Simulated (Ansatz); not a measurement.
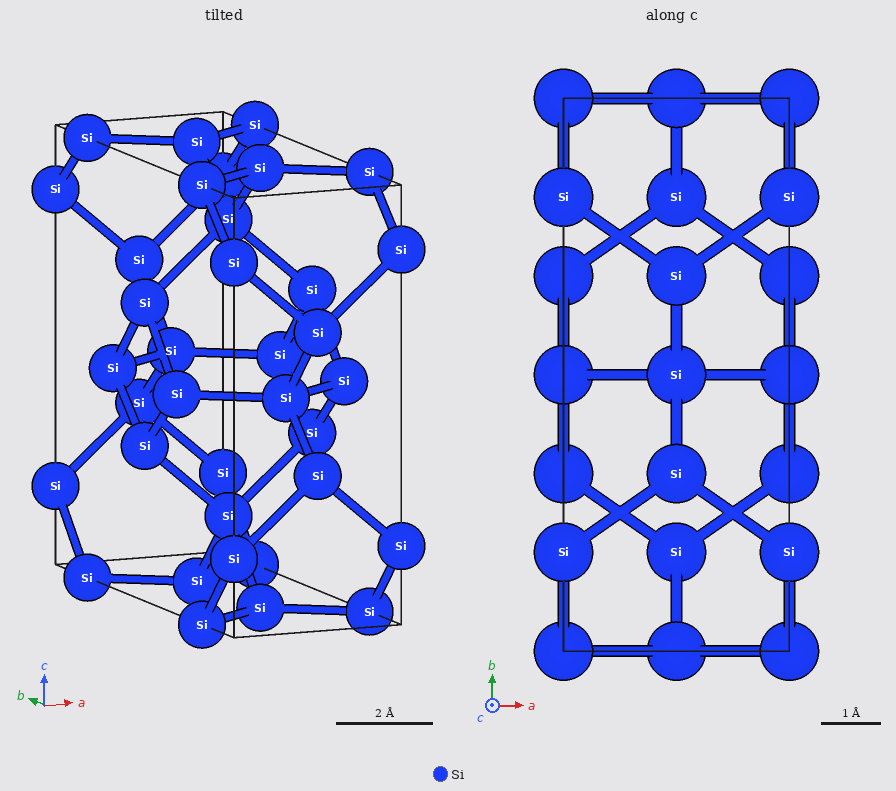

The image is a ball-and-stick drawing of a crystal, viewed slightly off an axis and along the c axis. The conventional unit cell is outlined; an atom on or near a face, edge or corner is repeated at each equivalent position. Cell: a = 3.845 Å, b = 9.406 Å, c = 9.406 Å, α = 90.00°, β = 90.00°, γ = 90.00°.

What structure is drawn here?

- The element is silicon.
- The structure has Fmm2 (No. 42) symmetry and a face-centred orthorhombic lattice.
- The cell holds 16 atoms.
- Taking every contact within bonding distance, one finds Si 4.

The model was built from a structure listed in the Materials Project. The cell was then strained or its atoms displaced on purpose. A calculation with Ansatz used it as input.

At this level of theory the run's own cell isn't at rest (forces up to 3.1 eV/Å), so its distances can differ from those at equilibrium, the more so the softer the solid.
